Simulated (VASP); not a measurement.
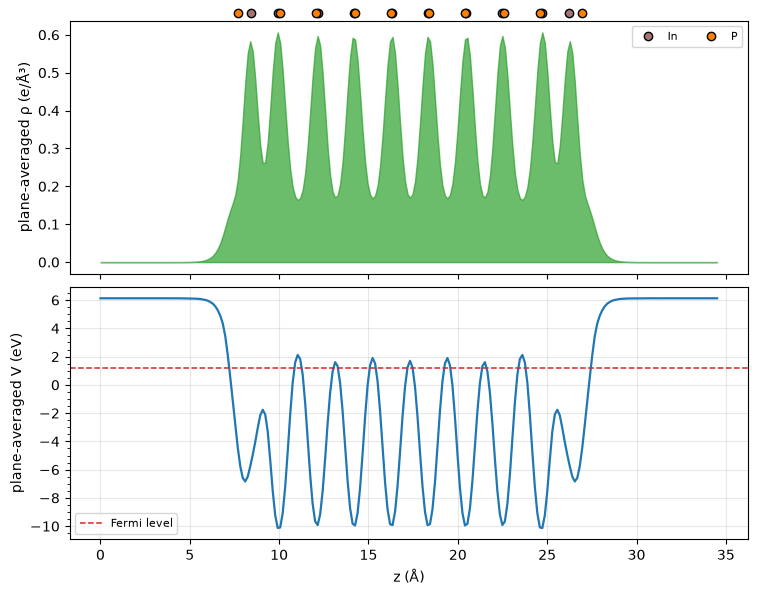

Figure. InP (slab). Plane average of the electrostatic potential (local pseudopotential plus Hartree) felt by an electron and of the valence charge density (pseudo) across the slab. Circles mark the heights of the atoms.

Level of theory: Kohn-Sham DFT of a periodic cell, PBEsol, VASP PAW PBE potentials, recommended (VASP 6.6.1).

Q: How far above the Fermi level of the calculation is the vacuum level?

A: 4.9 eV. The slab has a gap, so the Fermi level lies inside it and this isn't a work function in the metallic sense.

Q: What are the slab's thickness and the vacuum gap?

A: The outermost nuclei are 19.2 Å apart, in 12 atomic planes; the vacuum between periodic images is 15.4 Å wide.
